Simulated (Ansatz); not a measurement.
Input

```
crystal:
  lattice:
    - [4.5673748306, 0.0, 0.0]
    - [-2.2836874153, 3.9554626319, 0.0]
    - [0.0, 0.0, 2.82624427]
  atoms:
    - { symbol: Ti, position: [0.6666666667, 0.3333333333, 0.5] }
    - { symbol: Ti, position: [0.3333333333, 0.6666666667, 0.5] }
    - { symbol: Ti, position: [0.0, 0.0, 0.0] }
hamiltonian:
  xc: r2scan0
  pseudopotentials: { kind: paw }
kpoints:
  mp_grid: { grid: [4, 4, 5] }
scf:
  occupations: { method: fermi_dirac, width: 0.05 }
output:
  forces: true
  stress: true
  eigenvalues: true
  write_density: true
  write_potential: true
  elf: true
  volumetric_format: npy
```

Below, planes, directions and counts refer to the conventional cell (a = 4.57 Å, b = 4.57 Å, c = 2.83 Å, α = 90.00°, β = 90.00°, γ = 120.00°).

Space group P6/mmm; a structure from a database of computed crystals, not necessarily the ambient phase.

Method: Kohn-Sham DFT of a periodic cell, r2SCAN0, Ansatz PAW (Ansatz).

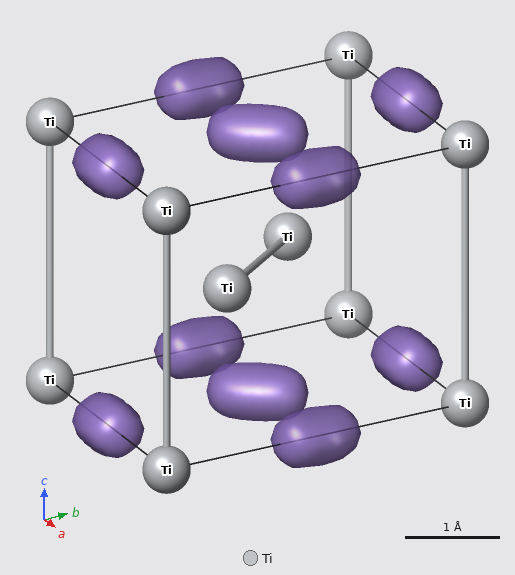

Ti. Isosurface of the electron localisation function at 0.75 (purple), seen slightly off an axis. Only the valence region is drawn (cores and ρ < 0.01 e/Å³ removed). Sticks mark near contacts.

In a PAW calculation such maps are meaningful between the atoms, not at the nuclei.

### Identify the bonds, lone pairs and shells in this picture.

The ELF exceeds this value in three pockets between the atoms, centred on no nucleus (multi-centre or interstitial), counted in one cell of 3 atoms. Any copies at cell faces, edges or corners count once. There are no localised bonds or lone pairs at this value. Along the contacts the grid gives the following. Ti–Ti (2.64 Å): the ELF is about 0.10 at the midpoint: no localised pair shows between them. Ti–Ti (2.83 Å): the ELF is about 0.20 at the midpoint (no localised pair shows between them).
